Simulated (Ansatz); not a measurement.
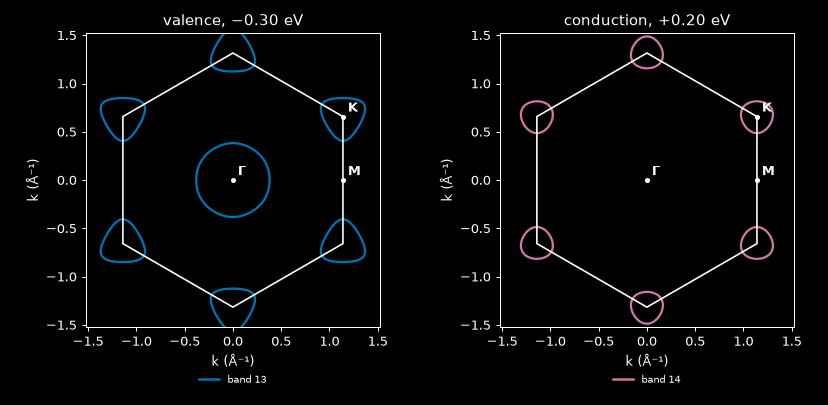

A MoS$_{2}$ monolayer (space group of the slab cell P-6m2): constant-energy contours at both band edges (energies from each edge).

Level of theory: DFT PBE, scalar-relativistic, plane waves, PAW; levels and slopes on a dense k mesh at the converged density (Ansatz 0.2.0). No spin polarisation. k mesh for the levels: 72×72×1. Unrelaxed database geometry. The cell comes from a database of computed structures, not from a measurement.

Masses come from a second pass at points close to the extrema; at the energies drawn a band may no longer be parabolic.

Is the gap direct or indirect, and how large does the calculation make it?

The gap is indirect, 1.59 eV at this level of theory (semilocal functionals give gaps that are too small, and can reorder valleys that lie close).

Give the valleys and their effective masses.

Valence band (extrema up to 0.30 eV from the edge): one maximum at Γ, mass 2.92 mₑ in all directions; two equivalent maxima at K, 0.07 eV below the edge, mass 0.55 mₑ in all directions. Band 13 forms the valence edge.
Conduction band (extrema up to 0.20 eV from the edge): two equivalent minima at K, mass 0.43 mₑ in all directions. Band 14 forms the conduction edge.

Spin-orbit coupling, left out here, can change the gap, its kind, the place of the band edges and the masses, since the compound holds Mo.

The run (self-consistency and the dense mesh) took 100 s on 1 thread of Arm Neoverse V2, on a shared host, peak memory 0.86 GiB.
